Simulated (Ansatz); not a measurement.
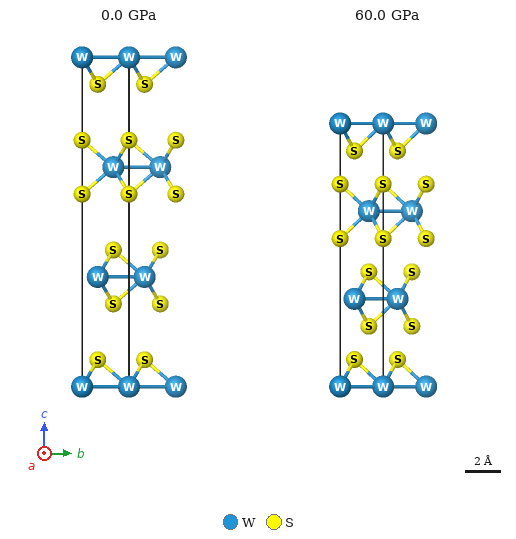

Crystalline WS2 (set up in R3m), relaxed (cell and atoms) at several target pressures. The picture shows the first and the last member. The picture is a ball-and-stick view of the conventional cell (3 times the calculation's cell), repeated 1 × 2 × 1 with one cell outlined, seen along the a axis. Lengths and directions refer to the drawn axes.

Computed with Ansatz 0.2.0: DFT PBEsol, scalar-relativistic, plane waves, PAW. Set-up: plane-wave cutoff 420 eV; k-point mesh 12 × 12 × 12 at 0.0 to 30.0, 18 × 18 × 18 at 60.0 GPa; occupations gaussian; smearing width 0.1 eV; no spin polarisation; cell and atoms relaxed; force threshold 0.008 eV/Å.

| pressure (GPa) | volume (Å³/atom) | a (Å) | c (Å) |
| --- | --- | --- | --- |
| 0.0 | 18.257 | 3.147 | 19.155 |
| 3.0 | 16.753 | 3.127 | 17.804 |
| 8.0 | 15.760 | 3.097 | 17.075 |
| 15.0 | 14.913 | 3.060 | 16.550 |
| 30.0 | ? | ? | ? |
| 60.0 | 12.293 | 2.890 | 15.299 |

Q: Fill in the missing row.

A: Murnaghan's form V = V₀(1 + B′P/B₀)^(−1/B′), with V₀ = 18.257 Å³ from the row at zero pressure, fits the other rows with B₀ = 31.2 GPa and B′ = 6.77 (largest miss 0.201 Å³). At 30.0 GPa it gives 18.257 × (1 + 6.77 × 30.0/31.2)^(−1/6.77) = 13.555 Å³ per atom. The calculation gives 13.737 Å³/atom (a = 2.994 Å, c = 15.931 Å). The estimate is 0.182 Å³/atom too low. From the first member to the last: S–S 3.725 → 2.554 Å, W–W 3.147 → 2.890 Å, S–W 2.399 → 2.293 Å.

The whole series:

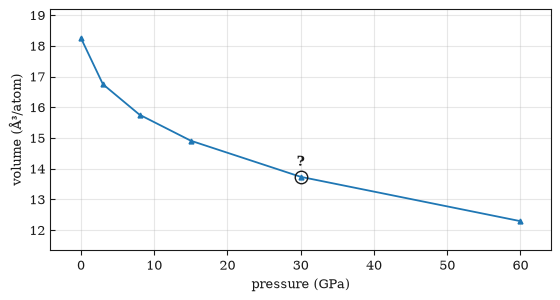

Each member starts from this one structure; whether another phase lies lower wasn't checked.
